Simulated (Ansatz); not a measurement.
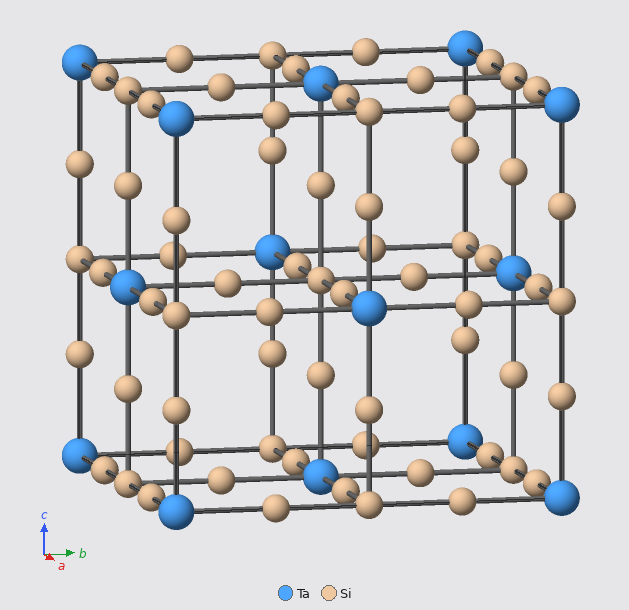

Ball-and-stick representation of a periodic structure, projected slightly off an axis. The edges of the conventional unit cell are marked. Cell: a = 9.54 Å, b = 9.54 Å, c = 9.54 Å, α = 90.00°, β = 90.00°, γ = 90.00°.

Provenance: a random cell made by a generator, so it need not be a real form of the compound. Earlier steps of the study may have refined or changed the cell and positions. A calculation with Ansatz used it as input.

Question: Caption:

Answer: The formula is TaSi₇. The structure has Fm-3m (No. 225) symmetry and a face-centred cubic lattice. There are 32 atoms in the cell: 4 Ta, 28 Si. Ta is surrounded by six Si in an octahedral arrangement at about 2.5 Å. Si takes two kinds of site: 24e with one Ta and one Si in a nearly linear arrangement (about 2.5 Å to Ta, 2.3 Å to Si); 4b with six Si in an octahedral arrangement at about 2.3 Å. The bonds build a three-dimensional framework.

All computed values are from Ansatz, DFT PBE, scalar-relativistic, plane waves, PAW. Settings: a kinetic-energy cutoff of 420 eV, k-points about 0.14 Å⁻¹ apart, Gaussian smearing of 0.1 eV, no spin polarisation.

Question: Is the electronic structure metallic or gapped?

Answer: A metal: bands cross the Fermi level.

Question: Give the Bader charge of each element.

Answer: Ta +0.51 e; Si -0.21 to +0.76 e.

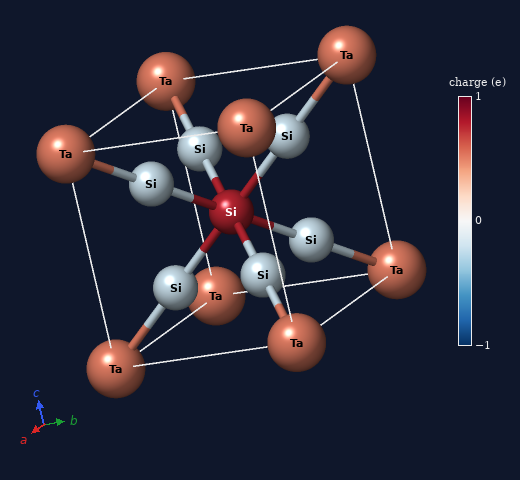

The atoms coloured by those charges. The run's cell of 8 atoms is drawn, so axes and origin can differ from the first picture.

Question: Is the structure relaxed at this level of theory?

Answer: Yes. All forces vanish to within 0.01 eV/Å. The pressure is 0.0 GPa, close to zero.
